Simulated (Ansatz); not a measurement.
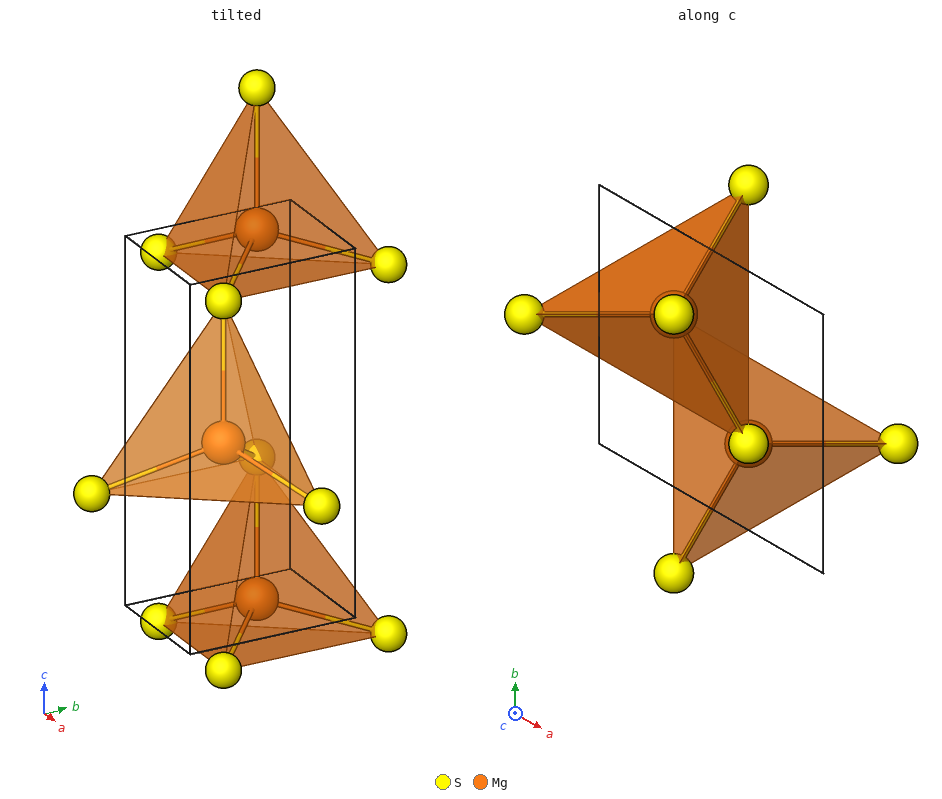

MgS, wurtzite, space group P6₃mc (No. 186), a = 4.035 Å, b = 4.035 Å, c = 6.432 Å, α = 90.00°, β = 90.00°, γ = 120.00°. Crystal structure, polyhedral style, seen slightly off an axis and along the c axis. Lines trace the edges of the conventional unit cell. Some atoms of the next cells are drawn as well. The cell is a structure listed in the Materials Project. It needn't be the stable form of this composition.

One fixed geometry was run with a growing share of exact exchange in a hybrid functional, screened with ω = 0.2 Å⁻¹. Alike in all runs: Ansatz 0.2.0; functional HSE06 form with a typed share of exact exchange; potentials Ansatz PAW; cutoff 420 eV; k mesh 4 × 4 × 2 on the run's cell of 4 atoms; occupations fermi-dirac, width 0.05 eV; no spin polarisation; no spin-orbit coupling.

| share of exact exchange | gap (eV) | pressure (GPa) |
| --- | --- | --- |
| 0.05 | 3.65 | 0.9 |
| 0.10 | 3.87 | 0.7 |
| 0.15 | ? | ? |
| 0.20 | 4.30 | 0.3 |
| 0.25 | 4.52 | 0.0 |
| 0.30 | 4.75 | -0.2 |
| 0.40 | 5.20 | -0.5 |
| 0.50 | 5.66 | -0.9 |

### Fit a straight line to the gaps given and fill in the missing row.

The line is gap = 3.42 eV + 4.45 eV × share, which gives 4.09 eV at 0.15. The run gave 4.08 eV and a pressure of 0.5 GPa.

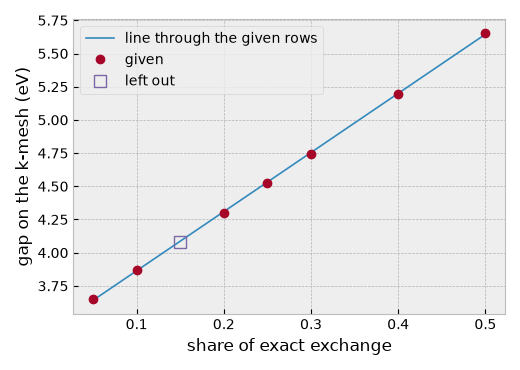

Gap against the share of exact exchange. Gaps are the least found on the k-mesh, which can miss the band edges.

Caveat: the k mesh is coarse (spacing up to 0.49 Å⁻¹), so the values aren't converged, least of all with exact exchange; the PAW data sets were made with another functional, which shifts forces and pressure a little.
